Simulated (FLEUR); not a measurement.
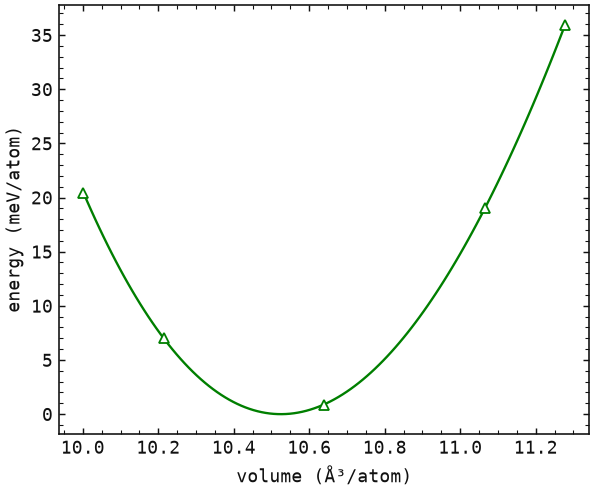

The picture above shows the energy against volume.

How it was computed, with FLEUR MaX-R8.1 (later development tree): all-electron LAPW DFT, collinear spins; energies at scaled volumes of the given cell, shape and fractions fixed, counted from the fit's minimum, third-order Birch-Murnaghan fit. Level: SCAN, collinear spin.

> For which of these solids was it computed?
A. V, Im-3m (No. 229)
B. CoSi₂, Fm-3m (No. 225)
C. Co, P6_3/mmc (No. 194)

C, Co: energy from 0.86 meV/atom to 35.96 meV/atom, V0 10.53 Å³/atom, B0 235 GPa. The others give: V, energy from 0.36 meV/atom to 82.92 meV/atom, V0 13.25 Å³/atom, B0 190 GPa; CoSi₂, energy from 0.83 meV/atom to 55.78 meV/atom, V0 12.42 Å³/atom, B0 197 GPa.

For Co, limits of the calculation: shape and atomic fractions are frozen while scaling, which makes layered, chain and framework solids too stiff.
